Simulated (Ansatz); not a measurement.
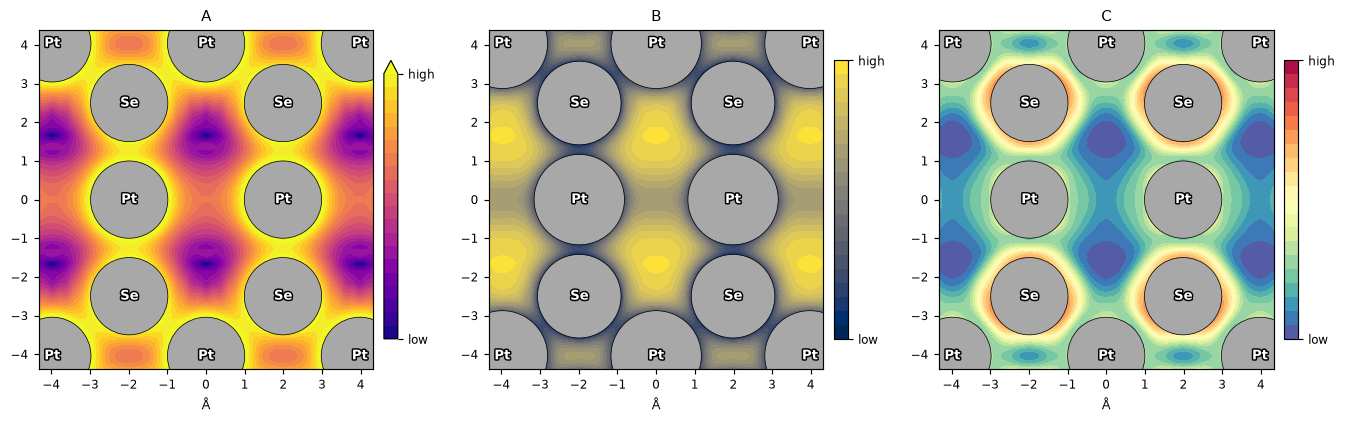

PtSe$_{2}$: 3 fields on the (11̄0) plane of the conventional cell, with unlabelled colour scales. Grey discs cover the atomic cores.

Space group P4₂/mnm; a structure from a database of computed crystals, not necessarily the ambient phase; started from the MgH2-136 prototype, which need not be the ambient phase.

All numbers below come from Ansatz 0.2.0, DFT, r2SCAN+rVV10, plane waves, PAW.

> Match the panels to the quantities (electron localisation function, electrostatic potential energy of an electron and valence pseudo-density).

Panel A: valence pseudo-density. Panel B: electrostatic potential energy of an electron (low next to the atoms, rising into the space between them). Panel C: electron localisation function. From the grid: Pt–Se (2.50 Å): the density is about 0.56 e/Å³ at the midpoint; the ELF is about 0.45 at the midpoint.
